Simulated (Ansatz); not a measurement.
## Electronic structure of Ti7Si16 in real space

The calculation's input:

```
crystal:
  lattice:
    - [-0.024147, -0.010358, -7.118624]
    - [-1.775076, -6.742955, -3.575106]
    - [-7.087764, 0.001016, -3.583246]
  atoms:
    - { symbol: Ti, position: [0.2052301694, 0.7901191635, 0.0528042027] }
    - { symbol: Ti, position: [0.7002872858, 0.7920689323, 0.0531351418] }
    - { symbol: Ti, position: [0.9574748975, 0.7947503069, 0.551382997] }
    - { symbol: Ti, position: [0.4482275523, 0.7929943412, 0.5484443423] }
    - { symbol: Ti, position: [0.0476748934, 0.2039126277, 0.450646523] }
    - { symbol: Ti, position: [0.8027279169, 0.1999314018, 0.9495352107] }
    - { symbol: Ti, position: [0.2984173626, 0.2013029816, 0.9506861639] }
    - { symbol: Si, position: [0.4560444661, 0.1297895992, 0.2319555812] }
    - { symbol: Si, position: [0.9310125834, 0.1294878048, 0.233794269] }
    - { symbol: Si, position: [0.2210675271, 0.1266557473, 0.7039483227] }
    - { symbol: Si, position: [0.6995356845, 0.1240393118, 0.7074838156] }
    - { symbol: Si, position: [0.7919021057, 0.8836698282, 0.2833327931] }
    - { symbol: Si, position: [0.2890931811, 0.8974186004, 0.2730058366] }
    - { symbol: Si, position: [0.5460788162, 0.8814777824, 0.7752362355] }
    - { symbol: Si, position: [0.0406553531, 0.8896956111, 0.7810720842] }
    - { symbol: Si, position: [0.6873764443, 0.4896468662, 0.3763670004] }
    - { symbol: Si, position: [0.1946593785, 0.4882514678, 0.3769450345] }
    - { symbol: Si, position: [0.4388249021, 0.4994905954, 0.8755468238] }
    - { symbol: Si, position: [0.9400061371, 0.4971594495, 0.875378539] }
    - { symbol: Si, position: [0.5644836605, 0.4916067588, 0.12778013] }
    - { symbol: Si, position: [0.0614965161, 0.5024317717, 0.1256810307] }
    - { symbol: Si, position: [0.3186705946, 0.4887196672, 0.6251784637] }
    - { symbol: Si, position: [0.8120109753, 0.5015928168, 0.6250570813] }
basis:
  ecutwfc: 420
kpoints:
  mp_grid: { grid: [6, 5, 5] }
hamiltonian:
  xc: pbe
scf:
  occupations: { method: gaussian, width: 0.1 }
  n_extra_bands: 11
output:
  forces: true
  stress: true
  eigenvalues: true
  populations: true
  dos:
    method: { smearing: { sigma: 0.1, scheme: gaussian } }
    projected: true
    de: 0.02
  write_density: true
  write_potential: true
  elf: true
  volumetric_format: npy
```

Run with:

```sh
ansatz run input.yaml --threads 4 --pin off --max-ram 9216MiB --backend cpu --events-out ev --progress --plain --runs-dir out
```

Below, planes, directions and counts refer to the conventional cell (a = 7.12 Å, b = 7.81 Å, c = 7.90 Å, α = 66.27°, β = 63.61°, γ = 63.14°).

Space group P1; a generated structure, not necessarily the stable one; computed without spin polarisation.

Level of theory: DFT PBE, scalar-relativistic, plane waves, PAW (Ansatz).

Core electrons are frozen (PAW), and the valence fields are smoothed inside the atomic spheres.

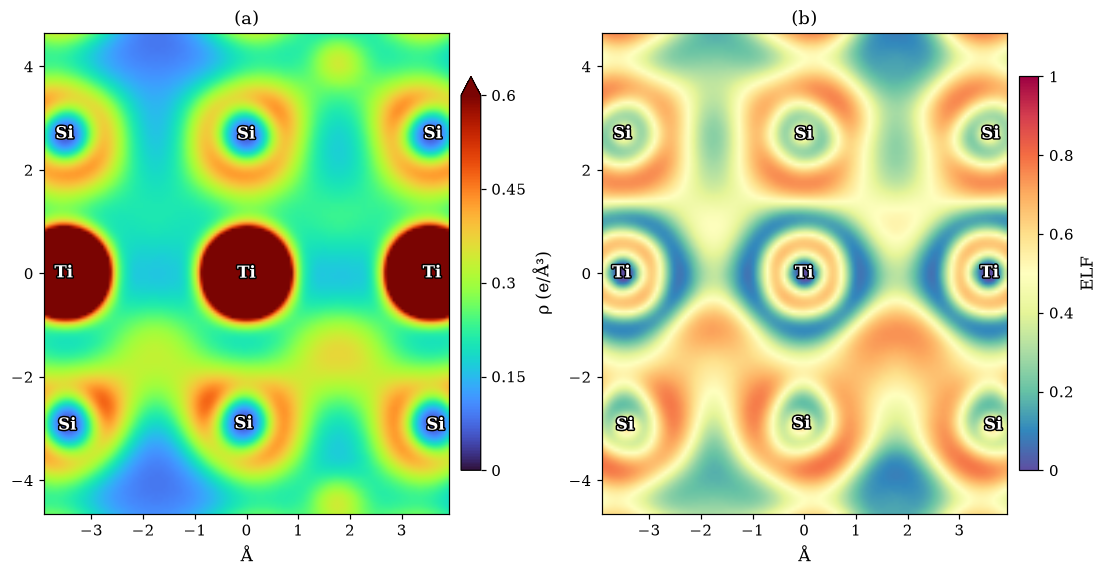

Figure 1. (a) valence electron density; (b) electron localisation function on the (011) plane of the conventional cell.

Read the bonding off the picture.

Answer. The section cuts through Ti and Si sites. Between the atoms the lowest density in this plane is 0.09 e/Å³. The features right at Ti lie inside the PAW spheres, where the map follows smoothed inner orbitals and isn't to be read closely.

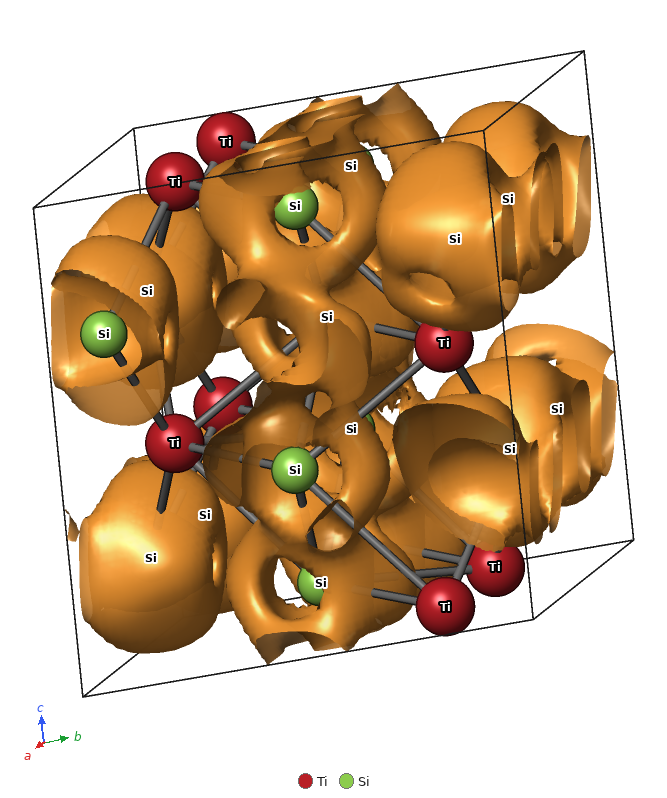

Figure 2. Isosurface of the ELF at 0.65 (orange), seen slightly off an axis. Only the valence region is drawn (cores and ρ < 0.01 e/Å³ removed). Sticks mark near contacts.

Where are the electrons localised?

Answer. At this value the surface marks out channels that run through the cell in one direction and sheets that run through the cell in two directions, counted in one cell of 23 atoms. Any copies at cell faces, edges or corners count once. Profiles from the grid: Si–Si (2.36 Å): the ELF peaks at about 0.80 between the atoms. Ti–Si (2.55 Å): the ELF peaks at about 0.80 in the valence shell of Si, 0.9 Å from its nucleus, and is about 0.45 at the midpoint.

Metal or insulator at this level of theory?

Answer. It is gapless in this calculation (a metal or semimetal).
